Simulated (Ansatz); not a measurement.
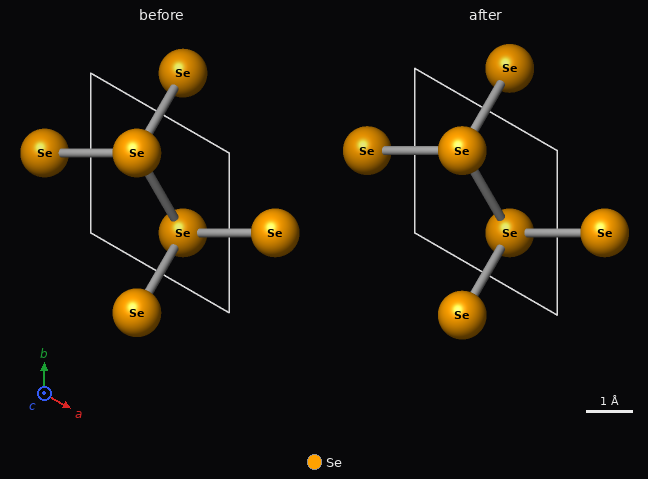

The structure of a crystal of Se (built on the hcp_194 type) before (left) and after (right) a relaxation, at one scale.

The picture is a ball-and-stick view of the cell of the calculation, seen along the c axis.

Case: hcp type (P6_3/mmc, No. 194).

Method: Ansatz, DFT PBEsol, scalar-relativistic, plane waves, PAW.

Input file:
```yaml
crystal:
  lattice:
    - [3.4820376573, 0.0, 0.0]
    - [-1.7410188287, 3.0155330682, 0.0]
    - [0.0, 0.0, 3.8993459197]
  atoms:
    - { symbol: Se, position: [0.3333333333, 0.6666666667, 0.25] }
    - { symbol: Se, position: [0.6666666667, 0.3333333333, 0.75] }
basis:
  ecutwfc: 420
kpoints:
  mp_grid: { grid: [15, 15, 12] }
hamiltonian:
  xc: pbesol
scf:
  occupations: { method: gaussian, width: 0.1 }
output:
  forces: true
  stress: true
  eigenvalues: true
relax:
  adjacent_minimum: "off"
  f_tol: 0.01
  max_steps: 80
  cell: { stress_tol: 0.05 }
```

**Describe what moved and what it gained.**

The energy falls by 18.9 meV per cell of the calculation in 3 accepted moves (4 points after the start). All forces vanish by symmetry, so only the cell relaxes. Pressure: 0.82 GPa at the start and −0.01 GPa at the end. At 1 point the geometry stayed and the basis and grid were re-selected for the new cell (energy shift of 0.1 meV per cell of the calculation at most each time). The atoms keep their places relative to the cell (all moves are under 0.005 Å). Cell: a = b 3.482 → 3.586 Å (+3.0 %), c 3.899 → 3.791 Å (−2.8 %). Volume +3.1 %. Among the contacts that change: Se1–Se2 2.800 → 2.807 Å. Bond angles that change, for instance: Se2–Se1–Se2 88.2° → 84.9°, Se2–Se1–Se2 76.9° → 79.4°. The space group stays P6_3/mmc (No. 194). The run took of the order of 17 core-seconds on a shared host.
